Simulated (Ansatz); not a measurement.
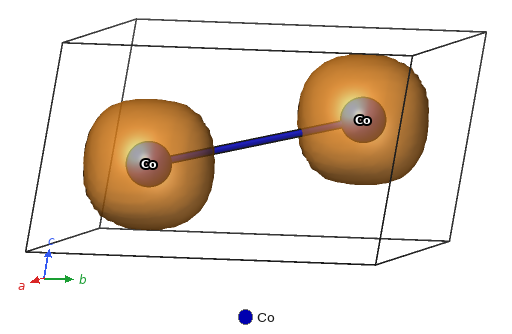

Figure 1: Co. Isosurface of the magnetisation density (up minus down) at +0.2 e/Å³ (orange), seen slightly off an axis. Sticks mark near contacts.

Space group P2₁/m; a point of a scan over the structure, not its minimum; a structure from a database of computed crystals, not necessarily the ambient phase; not relaxed (largest force 0.8 eV/Å); computed pressure about 3 GPa in this cell; the SCF solution may not be the lowest one; PAW files of the earlier set (soft_1); spin-polarised.

Method: DFT LDA, scalar-relativistic, plane waves, PAW in Ansatz.

The density is the valence pseudo-density of a PAW calculation; it isn't the true density close to the nuclei.

```
Co
1.0
     1.21438   -2.10337    0.00000
     0.00000    0.00000    3.91775
    -2.42876    0.00000    0.00000
Co
2
Cartesian
  -0.1080 -1.5102 0.9794
  -1.1064 -0.5931 2.9383
```

> Where is the spin, and how is it ordered?

The spin density sits on Co: +1.6 μB (×2) in one cell of 2 atoms: parallel main moments (a ferromagnetic arrangement) in this solution. The cell of the calculation (2 atoms) carries 3.1 μB of net spin moment.
